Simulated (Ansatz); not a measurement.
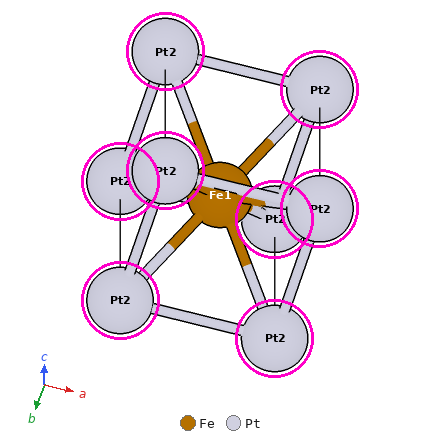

The system is FePt (P4/mmm, No. 123; 2 atoms in the cell); the picture shows the reference structure. 
- Atom Pt2 is moved over a plane while all other atoms and the cell stay fixed (its periodic images move with it) (x along [1 0 0], y along [0 1 0], z along [0 0 1] of the conventional cell).
- The first coordinate is: shift of Pt2 along x; the second: shift of Pt2 along z.
- The scan uses a 5 × 5 grid; 8 points were computed and 13 follow by symmetry. At 4 points there is no value.
- Energies: meV per cell, counted from the lowest grid point.
- The reference cell is the one listed in the database, not relaxed at this level.
- The calculation used DFT PBEsol, scalar-relativistic, plane waves, PAW in Ansatz 0.2.0. Settings: cutoff 420 eV, k-mesh 18×18×14 in the order of the run's cell vectors, gaussian smearing 0.15 eV, spin-polarised.

Its coordinates:

```yaml
crystal:
  lattice:
    - [2.72165, 0.00000, 0.00000]
    - [0.00000, 2.72165, 0.00000]
    - [0.00000, 0.00000, 3.70000]
  atoms:
    - { symbol: Fe, position: [0.50000, 0.50000, 0.50000] }
    - { symbol: Pt, position: [0.00000, 0.00000, 0.00000] }
```

Range: shift of Pt2 along x from −0.2 to 0.2 Å; shift of Pt2 along z from −0.2 to 0.2 Å.

Q: Predict the map.

A: The lowest grid point is at shift of Pt2 along x = 0.0 Å, shift of Pt2 along z = 0.0 Å. It is the only kind of minimum in the scanned range. The highest grid point, shift of Pt2 along x = −0.2 Å, shift of Pt2 along z = −0.2 Å, lies 286 meV above the lowest. Near the minimum the curvatures are about 4.2 and 8.4 eV/Å² along the soft and the stiff direction.

```tsv
shift of Pt2 along z ↓, shift of Pt2 along x →	−0.2	−0.1	0.0	0.1	0.2
0.2	286	202	174	202	286
0.1	135	–	43	–	135
0.0	85	21	0	21	85
−0.1	135	–	43	–	135
−0.2	286	202	174	202	286
```

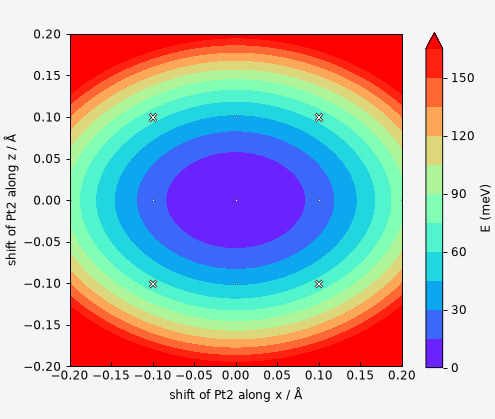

Drawn: filled contours, crosses at grid points without a value, dots at the grid points, one colour for all values above the top of the scale. Between grid points the surface is interpolated.
